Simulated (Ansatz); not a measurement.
# Pd(111) with 4 layers of random Pd-Ir, 2x2: scattering by chemical disorder, part 2 of 2

Wanted: resistance against the alloy's length, first Pd(111) with 4 layers of random Pd-Ir, 2x2.

Ansatz 0.2.0; Ansatz plane-wave DFT, PBE, PAW files; ballistic transport by layer matching (Landauer), zero bias; PAW set soft_1.

So far. Step 2 (With 4 alloy layers): Over the solved energies the transmission per spin lies between 2.21 and 2.90, out of 5.51 channels of the lead on average (up to 6.45). The log calls the step of a lead's potential too much.

**3. With 8 alloy layers**

System of this step: Pd(111) with 8 layers of random Pd-Ir, 2x2. The cell holds 56 atoms: 48 Pd and 8 Ir. Cell: a = 5.501 Å, b = 5.501 Å, c = 31.481 Å, α = 87.5°, β = 92.5°, γ = 120.0°. It derives from Pd. Regions: lead, 24 atoms (24 Pd); scattering region, 32 atoms (24 Pd and 8 Ir). The structure is stacked along c, and the current runs across the ab planes.

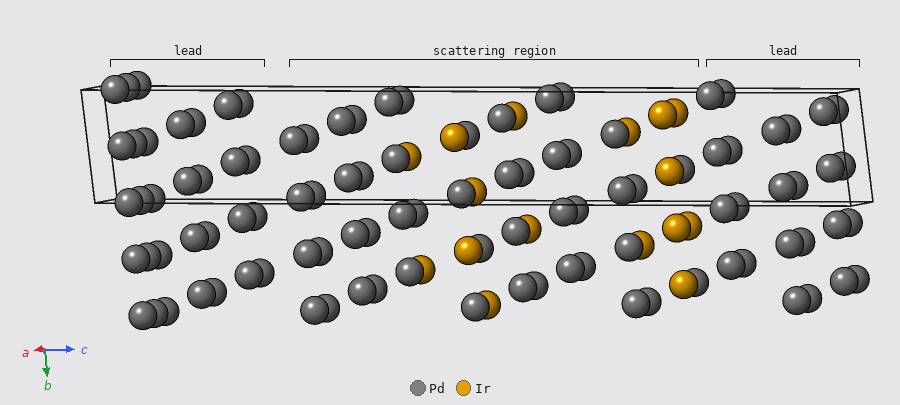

The cell of this step (palladium grey, iridium orange). 1×2×1 cells are drawn. Some periodic images of atoms are drawn too.

input.yaml

```yaml
crystal:
  lattice:
    - [5.5010079149, 0.0, 0.0]
    - [-2.7505039575, 4.7640126007, 0.0]
    - [-1.3752519787, 0.7940021001, 31.4408790793]
  atoms:
    - { symbol: Pd, position: [0.005952381, 0.994047619, 0.0357142857] }
    - { symbol: Pd, position: [0.005952381, 0.494047619, 0.0357142857] }
    - { symbol: Pd, position: [0.505952381, 0.994047619, 0.0357142857] }
    - { symbol: Pd, position: [0.505952381, 0.494047619, 0.0357142857] }
    - { symbol: Pd, position: [0.1845238095, 0.3154761905, 0.1071428571] }
    - { symbol: Pd, position: [0.1845238095, 0.8154761905, 0.1071428571] }
    - { symbol: Pd, position: [0.6845238095, 0.3154761905, 0.1071428571] }
    - { symbol: Pd, position: [0.6845238095, 0.8154761905, 0.1071428571] }
    - { symbol: Pd, position: [0.3630952381, 0.1369047619, 0.1785714286] }
    - { symbol: Pd, position: [0.3630952381, 0.6369047619, 0.1785714286] }
    - { symbol: Pd, position: [0.8630952381, 0.1369047619, 0.1785714286] }
    - { symbol: Pd, position: [0.8630952381, 0.6369047619, 0.1785714286] }
    - { symbol: Pd, position: [0.0416666667, 0.9583333333, 0.25] }
    - { symbol: Pd, position: [0.0416666667, 0.4583333333, 0.25] }
    - { symbol: Pd, position: [0.5416666667, 0.9583333333, 0.25] }
    - { symbol: Pd, position: [0.5416666667, 0.4583333333, 0.25] }
    - { symbol: Pd, position: [0.2202380952, 0.2797619048, 0.3214285714] }
    - { symbol: Pd, position: [0.2202380952, 0.7797619048, 0.3214285714] }
    - { symbol: Pd, position: [0.7202380952, 0.2797619048, 0.3214285714] }
    - { symbol: Pd, position: [0.7202380952, 0.7797619048, 0.3214285714] }
    - { symbol: Pd, position: [0.3988095238, 0.1011904762, 0.3928571429] }
    - { symbol: Ir, position: [0.3988095238, 0.6011904762, 0.3928571429] }
    - { symbol: Pd, position: [0.8988095238, 0.1011904762, 0.3928571429] }
    - { symbol: Pd, position: [0.8988095238, 0.6011904762, 0.3928571429] }
    - { symbol: Ir, position: [0.0773809524, 0.9226190476, 0.4642857143] }
    - { symbol: Pd, position: [0.0773809524, 0.4226190476, 0.4642857143] }
    - { symbol: Pd, position: [0.5773809524, 0.9226190476, 0.4642857143] }
    - { symbol: Ir, position: [0.5773809524, 0.4226190476, 0.4642857143] }
    - { symbol: Ir, position: [0.255952381, 0.244047619, 0.5357142857] }
    - { symbol: Pd, position: [0.255952381, 0.744047619, 0.5357142857] }
    - { symbol: Pd, position: [0.755952381, 0.244047619, 0.5357142857] }
    - { symbol: Pd, position: [0.755952381, 0.744047619, 0.5357142857] }
    - { symbol: Pd, position: [0.4345238095, 0.0654761905, 0.6071428571] }
    - { symbol: Pd, position: [0.4345238095, 0.5654761905, 0.6071428571] }
    - { symbol: Pd, position: [0.9345238095, 0.0654761905, 0.6071428571] }
    - { symbol: Pd, position: [0.9345238095, 0.5654761905, 0.6071428571] }
    - { symbol: Pd, position: [0.1130952381, 0.8869047619, 0.6785714286] }
    - { symbol: Ir, position: [0.1130952381, 0.3869047619, 0.6785714286] }
    - { symbol: Pd, position: [0.6130952381, 0.8869047619, 0.6785714286] }
    - { symbol: Pd, position: [0.6130952381, 0.3869047619, 0.6785714286] }
    - { symbol: Ir, position: [0.2916666667, 0.2083333333, 0.75] }
    - { symbol: Pd, position: [0.2916666667, 0.7083333333, 0.75] }
    - { symbol: Ir, position: [0.7916666667, 0.2083333333, 0.75] }
    - { symbol: Ir, position: [0.7916666667, 0.7083333333, 0.75] }
    - { symbol: Pd, position: [0.4702380952, 0.0297619048, 0.8214285714] }
    - { symbol: Pd, position: [0.4702380952, 0.5297619048, 0.8214285714] }
    - { symbol: Pd, position: [0.9702380952, 0.0297619048, 0.8214285714] }
    - { symbol: Pd, position: [0.9702380952, 0.5297619048, 0.8214285714] }
    - { symbol: Pd, position: [0.1488095238, 0.8511904762, 0.8928571429] }
    - { symbol: Pd, position: [0.1488095238, 0.3511904762, 0.8928571429] }
    - { symbol: Pd, position: [0.6488095238, 0.8511904762, 0.8928571429] }
    - { symbol: Pd, position: [0.6488095238, 0.3511904762, 0.8928571429] }
    - { symbol: Pd, position: [0.3273809524, 0.1726190476, 0.9642857143] }
    - { symbol: Pd, position: [0.3273809524, 0.6726190476, 0.9642857143] }
    - { symbol: Pd, position: [0.8273809524, 0.1726190476, 0.9642857143] }
    - { symbol: Pd, position: [0.8273809524, 0.6726190476, 0.9642857143] }
kpoints:
  mp_grid: { grid: [5, 5, 1] }
hamiltonian:
  xc: pbe
  pseudopotentials: { kind: paw, azcp: { folder: soft_1 } }
scf:
  occupations: { method: fermi_dirac, width: 0.1 }
output:
  transmission:
    leads: [[0, 4]]
    kmesh: [10, 10]
    e_range: [-0.05, 0.05]
    de: 0.05
  write_potential: true
  write_density: true
  volumetric_format: npy
```

Started as:

```bash
> ansatz run input.yaml --threads 4 --pin off --max-ram 15360MiB --backend cpu --events-out ev --progress --plain --runs-dir out
```

Numbers of over 12 decimals in the logs are rounded to 6 here.

Output:

```text
[...]
Crystal: 56 atoms, lattice volume = 823.967 Å³
Basis set: ecut = 420 eV, 16079 PW (Γ)
Bands: 600, of which v1, the nominal top of the filled ones, is band 500 counted from 1 (499 counted from 0)
Symmetry: 1 space group operations
[...]
k-points: 13 of 25 (time reversal used)
[...]
SCF iter   1: F=—  HF=-430291.379220 eV  |F-HF|=—  |Δ(HF+E_count)|=         —  Δρ=2.13e-1  dr2=3.41e3  ethr=3.10e-3  ⟨swp⟩=4.6  Hψ=23061  notcnv=0  defer=267
[...]
SCF iter  14: F=-430192.828569 eV  HF=-430192.828569 eV  |F-HF|=1.67e-8  |Δ(HF+E_count)|=   1.40e-9  Δρ=2.42e-7  dr2=1.69e-8  ethr=1.00e-11  ⟨swp⟩=1.5  Hψ=7967  notcnv=0
SCF 1 converged in 14 iterations: F = -430192.828569 eV  dr2 = 1.69e-8
[...]
transmission: 258 of 2548 steps passed
transmission: 512 of 2548 steps passed
[...]
transmission: 2548 of 2548 steps passed
SCF converged after 14 iterations
Free energy (F): -430192.828569 eV
[...]
Internal energy: -430189.832907 eV  (E = F + TS)
E sigma→0 (E₀):  -430191.330738 eV
Entropy (-TS):   -2.995662 eV (-53.494 meV/atom)
Fermi energy:    20.450808 eV
[...]
--- Band table (eV; the first three rows and the last of 13) ---
  k-point 0: bands = [... 496 lower, 20.6249, 20.6329, 20.6534, 20.6622, 20.6852, 20.6932, 20.7022, 20.7352, ... 96 higher]
  k-point 1: bands = [... 496 lower, 20.4796, 20.4981, 20.5054, 20.5205, 20.5478, 20.5603, 20.5829, 20.6442, ... 96 higher]
  k-point 2: bands = [... 496 lower, 20.3525, 20.3639, 20.3807, 20.3860, 20.4078, 20.4241, 20.4627, 20.4953, ... 96 higher]
  k-point 12: bands = [... 496 lower, 20.3533, 20.3709, 20.3906, 20.4245, 20.4407, 20.4480, 20.4631, 20.4712, ... 96 higher]
--- Transmission ---
  basis      : 235 plane waves across, 49 finite elements along
  points     : 52, standing for a mesh of 10 x 10
[...]
channels       : 5.470000e0 a spin
[...]
junction   : crystal 0 to crystal 0, 2.94 to 32.14 Å
    transmission   : 2.072833e0 a spin
[...]
```

Elapsed: 8.9 min, on 4 threads of Intel Xeon 6975P-C (Granite Rapids), shared host; peak memory 9.7 GiB; 34 min of CPU time.

This step gave:

```
free energy                                    : -430192.8286 eV
energy at zero smearing                        : -430191.3307 eV
Fermi energy                                   : 20.45 eV
transmission per spin nearest the Fermi level  : 2.073
open channels per spin nearest the Fermi level : 5.47
step of the lead's potential                   : 3.9 meV
```

Per spin. The transmission, zone mean by energy, zero at the Fermi level:

```
energy (eV)  transmission, zone mean
    -0.0500                     2.29
     0.0000                     2.07
     0.0500                     1.77
```

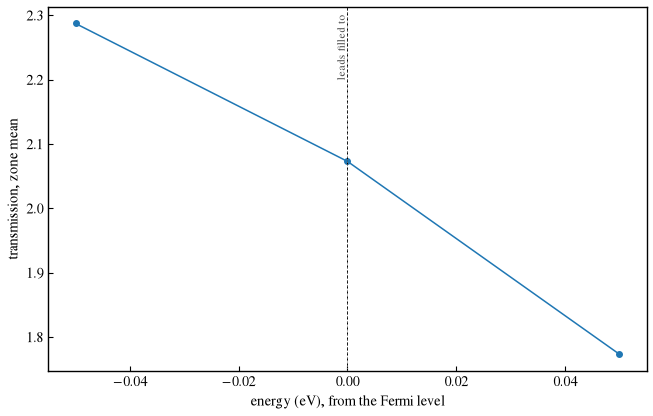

Transmission, zone mean, plotted against energy.

Over the solved energies the transmission per spin lies between 1.77 and 2.29, out of 5.43 channels of the lead on average (up to 6.31).

**4. With 12 alloy layers**

System of this step: Pd(111) with 12 layers of random Pd-Ir, 2x2. The cell holds 72 atoms: 60 Pd and 12 Ir. Cell: a = 5.501 Å, b = 5.501 Å, c = 40.424 Å, α = 90.0°, β = 90.0°, γ = 120.0°. It derives from Pd. Regions: lead, 24 atoms (24 Pd); scattering region, 48 atoms (36 Pd and 12 Ir). The structure is stacked along c, and the current runs across the ab planes.

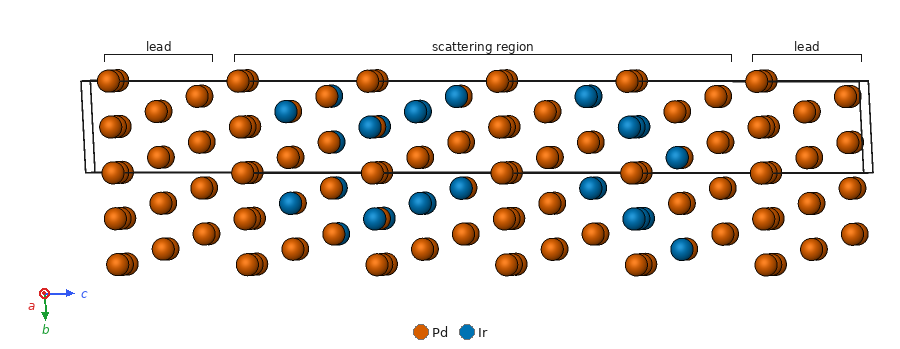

The cell of this step (palladium orange, iridium blue). 1×2×1 cells are drawn. Some periodic images of atoms are drawn too.

input.yaml

```yaml
crystal:
  lattice:
    - [5.5010079149, 0.0, 0.0]
    - [-2.7505039575, 4.7640126007, 0.0]
    - [0.0, 0.0, 40.4239873877]
  atoms:
    - { symbol: Pd, position: [0.0, 0.0, 0.0277777778] }
    - { symbol: Pd, position: [0.0, 0.5, 0.0277777778] }
    - { symbol: Pd, position: [0.5, 0.0, 0.0277777778] }
    - { symbol: Pd, position: [0.5, 0.5, 0.0277777778] }
    - { symbol: Pd, position: [0.1666666667, 0.3333333333, 0.0833333333] }
    - { symbol: Pd, position: [0.1666666667, 0.8333333333, 0.0833333333] }
    - { symbol: Pd, position: [0.6666666667, 0.3333333333, 0.0833333333] }
    - { symbol: Pd, position: [0.6666666667, 0.8333333333, 0.0833333333] }
    - { symbol: Pd, position: [0.3333333333, 0.1666666667, 0.1388888889] }
    - { symbol: Pd, position: [0.3333333333, 0.6666666667, 0.1388888889] }
    - { symbol: Pd, position: [0.8333333333, 0.1666666667, 0.1388888889] }
    - { symbol: Pd, position: [0.8333333333, 0.6666666667, 0.1388888889] }
    - { symbol: Pd, position: [0.0, 0.0, 0.1944444444] }
    - { symbol: Pd, position: [0.0, 0.5, 0.1944444444] }
    - { symbol: Pd, position: [0.5, 0.0, 0.1944444444] }
    - { symbol: Pd, position: [0.5, 0.5, 0.1944444444] }
    - { symbol: Pd, position: [0.1666666667, 0.3333333333, 0.25] }
    - { symbol: Pd, position: [0.1666666667, 0.8333333333, 0.25] }
    - { symbol: Ir, position: [0.6666666667, 0.3333333333, 0.25] }
    - { symbol: Pd, position: [0.6666666667, 0.8333333333, 0.25] }
    - { symbol: Ir, position: [0.3333333333, 0.1666666667, 0.3055555556] }
    - { symbol: Ir, position: [0.3333333333, 0.6666666667, 0.3055555556] }
    - { symbol: Pd, position: [0.8333333333, 0.1666666667, 0.3055555556] }
    - { symbol: Pd, position: [0.8333333333, 0.6666666667, 0.3055555556] }
    - { symbol: Pd, position: [0.0, 0.0, 0.3611111111] }
    - { symbol: Ir, position: [0.0, 0.5, 0.3611111111] }
    - { symbol: Pd, position: [0.5, 0.0, 0.3611111111] }
    - { symbol: Pd, position: [0.5, 0.5, 0.3611111111] }
    - { symbol: Ir, position: [0.1666666667, 0.3333333333, 0.4166666667] }
    - { symbol: Pd, position: [0.1666666667, 0.8333333333, 0.4166666667] }
    - { symbol: Ir, position: [0.6666666667, 0.3333333333, 0.4166666667] }
    - { symbol: Pd, position: [0.6666666667, 0.8333333333, 0.4166666667] }
    - { symbol: Pd, position: [0.3333333333, 0.1666666667, 0.4722222222] }
    - { symbol: Pd, position: [0.3333333333, 0.6666666667, 0.4722222222] }
    - { symbol: Ir, position: [0.8333333333, 0.1666666667, 0.4722222222] }
    - { symbol: Pd, position: [0.8333333333, 0.6666666667, 0.4722222222] }
    - { symbol: Pd, position: [0.0, 0.0, 0.5277777778] }
    - { symbol: Pd, position: [0.0, 0.5, 0.5277777778] }
    - { symbol: Pd, position: [0.5, 0.0, 0.5277777778] }
    - { symbol: Pd, position: [0.5, 0.5, 0.5277777778] }
    - { symbol: Pd, position: [0.1666666667, 0.3333333333, 0.5833333333] }
    - { symbol: Pd, position: [0.1666666667, 0.8333333333, 0.5833333333] }
    - { symbol: Pd, position: [0.6666666667, 0.3333333333, 0.5833333333] }
    - { symbol: Pd, position: [0.6666666667, 0.8333333333, 0.5833333333] }
    - { symbol: Ir, position: [0.3333333333, 0.1666666667, 0.6388888889] }
    - { symbol: Pd, position: [0.3333333333, 0.6666666667, 0.6388888889] }
    - { symbol: Ir, position: [0.8333333333, 0.1666666667, 0.6388888889] }
    - { symbol: Pd, position: [0.8333333333, 0.6666666667, 0.6388888889] }
    - { symbol: Pd, position: [0.0, 0.0, 0.6944444444] }
    - { symbol: Ir, position: [0.0, 0.5, 0.6944444444] }
    - { symbol: Pd, position: [0.5, 0.0, 0.6944444444] }
    - { symbol: Ir, position: [0.5, 0.5, 0.6944444444] }
    - { symbol: Pd, position: [0.1666666667, 0.3333333333, 0.75] }
    - { symbol: Pd, position: [0.1666666667, 0.8333333333, 0.75] }
    - { symbol: Pd, position: [0.6666666667, 0.3333333333, 0.75] }
    - { symbol: Ir, position: [0.6666666667, 0.8333333333, 0.75] }
    - { symbol: Pd, position: [0.3333333333, 0.1666666667, 0.8055555556] }
    - { symbol: Pd, position: [0.3333333333, 0.6666666667, 0.8055555556] }
    - { symbol: Pd, position: [0.8333333333, 0.1666666667, 0.8055555556] }
    - { symbol: Pd, position: [0.8333333333, 0.6666666667, 0.8055555556] }
    - { symbol: Pd, position: [0.0, 0.0, 0.8611111111] }
    - { symbol: Pd, position: [0.0, 0.5, 0.8611111111] }
    - { symbol: Pd, position: [0.5, 0.0, 0.8611111111] }
    - { symbol: Pd, position: [0.5, 0.5, 0.8611111111] }
    - { symbol: Pd, position: [0.1666666667, 0.3333333333, 0.9166666667] }
    - { symbol: Pd, position: [0.1666666667, 0.8333333333, 0.9166666667] }
    - { symbol: Pd, position: [0.6666666667, 0.3333333333, 0.9166666667] }
    - { symbol: Pd, position: [0.6666666667, 0.8333333333, 0.9166666667] }
    - { symbol: Pd, position: [0.3333333333, 0.1666666667, 0.9722222222] }
    - { symbol: Pd, position: [0.3333333333, 0.6666666667, 0.9722222222] }
    - { symbol: Pd, position: [0.8333333333, 0.1666666667, 0.9722222222] }
    - { symbol: Pd, position: [0.8333333333, 0.6666666667, 0.9722222222] }
kpoints:
  mp_grid: { grid: [5, 5, 1] }
hamiltonian:
  xc: pbe
  pseudopotentials: { kind: paw, azcp: { folder: soft_1 } }
scf:
  occupations: { method: fermi_dirac, width: 0.1 }
output:
  transmission:
    leads: [[0, 4]]
    kmesh: [10, 10]
    e_range: [-0.05, 0.05]
    de: 0.05
  write_potential: true
  write_density: true
  volumetric_format: npy
```

Output:

```text
[...]
Crystal: 72 atoms, lattice volume = 1059.386 Å³
Basis set: ecut = 420 eV, 20709 PW (Γ)
Bands: 771, of which v1, the nominal top of the filled ones, is band 642 counted from 1 (641 counted from 0)
Symmetry: 1 space group operations
[...]
k-points: 13 of 25 (time reversal used)
[...]
SCF iter   1: F=—  HF=-561749.727199 eV  |F-HF|=—  |Δ(HF+E_count)|=         —  Δρ=2.23e-1  dr2=6.75e3  ethr=3.10e-3  ⟨swp⟩=4.6  Hψ=29863  notcnv=0  defer=228
[...]
SCF iter  14: F=-561613.804913 eV  HF=-561613.804913 eV  |F-HF|=1.47e-8  |Δ(HF+E_count)|=  8.15e-10  Δρ=1.60e-7  dr2=1.48e-8  ethr=7.79e-12  ⟨swp⟩=1.5  Hψ=10085  notcnv=0
SCF 1 converged in 14 iterations: F = -561613.804913 eV  dr2 = 1.48e-8
[...]
transmission: 350 of 3484 steps passed
transmission: 700 of 3484 steps passed
[...]
transmission: 3484 of 3484 steps passed
SCF converged after 14 iterations
Free energy (F): -561613.804913 eV
[...]
Internal energy: -561610.070836 eV  (E = F + TS)
E sigma→0 (E₀):  -561611.937874 eV
Entropy (-TS):   -3.734077 eV (-51.862 meV/atom)
Fermi energy:    20.573647 eV
[...]
--- Band table (eV; the first three rows and the last of 13) ---
  k-point 0: bands = [... 638 lower, 20.7811, 20.7855, 20.7934, 20.7996, 20.8028, 20.8246, 20.8566, 20.8767, ... 125 higher]
  k-point 1: bands = [... 638 lower, 20.6158, 20.6341, 20.6493, 20.6634, 20.6733, 20.6929, 20.7170, 20.7392, ... 125 higher]
  k-point 2: bands = [... 638 lower, 20.4504, 20.4690, 20.4861, 20.5008, 20.5111, 20.5222, 20.5426, 20.5544, ... 125 higher]
  k-point 12: bands = [... 638 lower, 20.4906, 20.5186, 20.5324, 20.5487, 20.5596, 20.5778, 20.5854, 20.5932, ... 125 higher]
--- Transmission ---
  basis      : 235 plane waves across, 67 finite elements along
  points     : 52, standing for a mesh of 10 x 10
[...]
channels       : 5.230000e0 a spin
[...]
junction   : crystal 0 to crystal 0, 0.70 to 38.88 Å
    transmission   : 1.578327e0 a spin
[...]
```

Run time: 16 min. Hardware: 4 threads; peak memory 8.4 GiB; 59 min of CPU time.

Numbers from this step:

```yaml
free_energy: -561613.8049 eV
energy_at_zero_smearing: -561611.9379 eV
fermi_energy: 20.57 eV
transmission_per_spin_nearest_the_fermi_level: 1.578
open_channels_per_spin_nearest_the_fermi_level: 5.23
step_of_the_lead_s_potential: 5.3 meV
```

Per spin. Table of transmission, zone mean by energy, zero at the Fermi level:

```
energy (eV)  transmission, zone mean
    -0.0500                     1.77
     0.0000                     1.58
     0.0500                     1.54
```

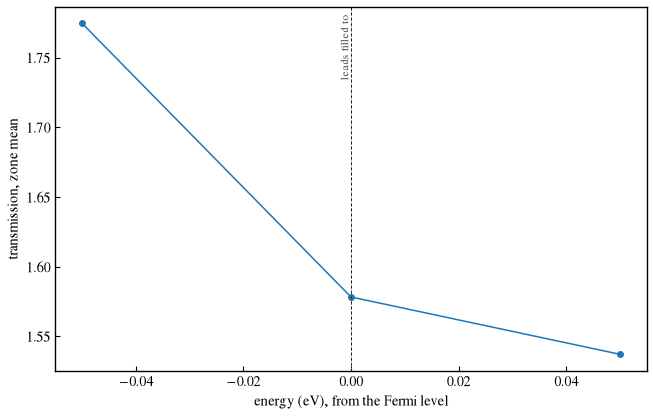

Transmission, zone mean against energy.

Over the solved energies the transmission per spin lies between 1.54 and 1.77, out of 5.28 channels of the lead on average (up to 6.17).

**5. The fit**

This step: Ansatz plane-wave DFT, PBE, PAW files; ballistic transport by layer matching (Landauer), zero bias; residual resistivity from the slope of the area resistance, atoms on the host's lattice; PAW set soft_1 (Ansatz 0.2.0).

This step gave:

```
resistivity           : 40.28 µΩ cm
intercept             : 0.3354 fΩ m²
scatter about the fit : 0.01951 fΩ m²
```

Resistance, by row:

```
run  length (Å)      T  channels N  RA (fΩ m²)
 n4       8.983  2.553        5.51      0.7111
 n8       17.97  2.044        5.43       1.032
n12       26.95   1.63       5.283       1.435
```

Area resistance against length of the alloy:

```
length of the alloy (Å)  area resistance (fΩ m²)
                   8.98                    0.711
                  17.97                     1.03
                  26.95                     1.43
```

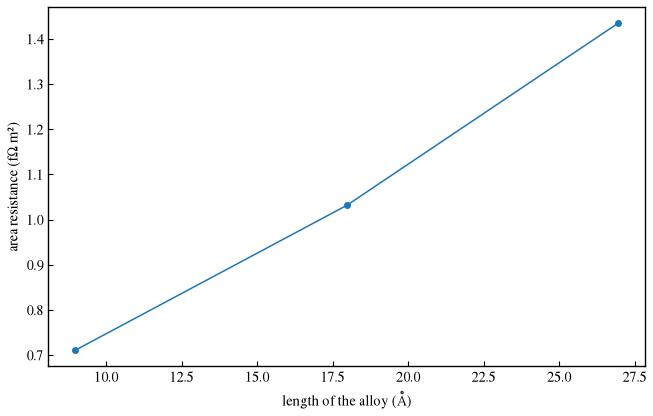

Area resistance, plotted against length of the alloy.

The area resistance goes from 0.71 to 1.4 fΩ m² between 9.0 and 26.9 Å, a slope of 40 µΩ cm.

By hand from the end points: (1.435 − 0.7111) fΩ m² / (26.95 − 8.98) Å = 40 µΩ cm, since 1 fΩ m² per Å is 1000 µΩ cm.

**6. Outcome**

```
resistivity from the slope  : 40.3 µΩ cm
area resistance over 8.98 Å : 0.711 fΩ m²
area resistance over 18.0 Å : 1.03 fΩ m²
area resistance over 26.9 Å : 1.43 fΩ m²
```

The slope gives 40 µΩ cm. The points scatter by 0.020 fΩ m² about the line, with one random draw a length in a 2x2 cell, so the slope is a rough value. The lead's own channel count moves between the runs (5.51, 5.43 and 5.28), which shifts RA and the slope too. Read with a model of isotropic scattering on a spherical Fermi surface and the lead's 1.6×10¹⁵ S/m², this slope means a mean free path near 12 Å; over these lengths the model's slope is within 3 % of its bulk resistivity. The atoms sit on the host's lattice, so scattering by size misfit is left out. Spin-orbit coupling is left out, which matters for Ir. A lead's potential steps by up to 30 meV from period to period, which the log calls too much, so longer leads could move the result.

[Logs are printed without paths, hosts, clocks, repeated set-up lines and the standing remarks that a program may print on its own settings, such as how far it seeks lower states.]

[Hosts, paths, dates, database ids (printed as entryN), source tags and the programs' standing remarks are cut or masked in the printed files.]
